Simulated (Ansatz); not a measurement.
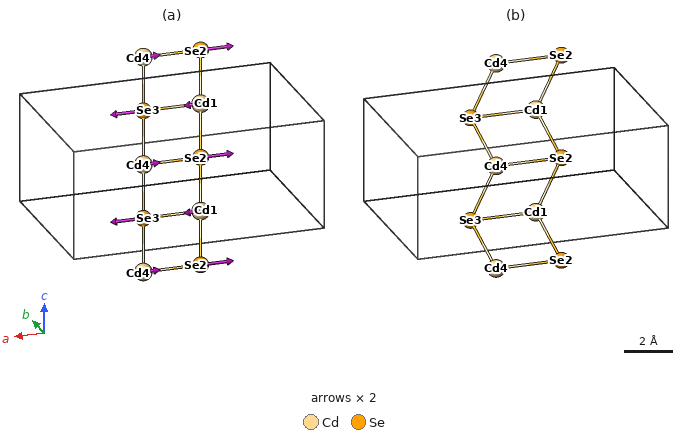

The structure of a wire of composition CdSe before (left) and after (right) a relaxation, at one scale. The purple arrows give the displacements (the part carried along by the change of the cell is left out), magnified 2 times.

Style: ball-and-stick. Shown: the cell of the calculation, with the vacuum cut short, from a free direction.

Case: ladder chain of atoms.

The calculation used Ansatz 0.2.0, DFT PBE, scalar-relativistic, plane waves, PAW.

The input:
```yaml
crystal:
  lattice:
    - [11.5, 0.0, 0.0]
    - [0.0, 9.3, 0.0]
    - [0.0, 0.0, 4.829950474]
  atoms:
    - { symbol: Cd, position: [0.3897511305, 0.5, 0.0], spin: 0.5 }
    - { symbol: Se, position: [0.3897511305, 0.5, 0.5], spin: 0.5 }
    - { symbol: Se, position: [0.6102488695, 0.5, 0.0], spin: 0.5 }
    - { symbol: Cd, position: [0.6102488695, 0.5, 0.5], spin: 0.5 }
basis:
  ecutwfc: 420
kpoints:
  mp_grid: { grid: [1, 1, 14] }
hamiltonian:
  xc: pbe
scf:
  occupations: { method: gaussian, width: 0.05 }
output:
  forces: true
  stress: true
  eigenvalues: true
  populations: true
  write_density: true
  write_potential: true
  elf: true
  volumetric_format: npy
magnetization:
  spin_polarized: true
relax:
  adjacent_minimum: "off"
  f_tol: 0.01
  max_steps: 45
  cell: { fix: [a, b, alpha, beta, gamma], stress_tol: 0.03 }
```

Launched with:
```bash
ansatz run input.yaml --threads 2 --pin off --max-ram 5120MiB --backend cpu --events-out ev --progress --plain --runs-dir out
```

> Summarise the run.

The largest moves relative to the layer's centre, 0.74 Å, are those of Se2 and Se3. By element the largest moves are Se 0.74 Å, Cd 0.39 Å. Along the periodic axis the drawn cell goes c 4.830 → 4.611 Å (−4.5 %). Near-neighbour distances that change, for instance: Cd1–Se3 2.536 → 2.890 Å, Cd1–Se2 2.415 → 2.567 Å. Bond angles that change, for instance: Cd4–Se3–Cd4 180.0° → 127.8°, Se2–Cd1–Se2 180.0° → 127.8°, Cd1–Se3–Cd4 90.0° → 63.9°. The energy falls by 1.031 eV per cell of the calculation in 8 accepted moves (10 points after the start). Largest force component: 1.5 eV/Å at the start, 0.0086 eV/Å at the end. The line search rejected the trial step at point 6 of the run. The SCF was repeated once at an unchanged geometry on a basis and grid sized afresh for the cell, which shifted the energy by 1.2 meV per cell of the calculation at most. The program noted that the starting moments weren't kept. The run took 3.9 min on 2 threads of Arm Neoverse V1 (shared host), peak memory 0.91 GiB.
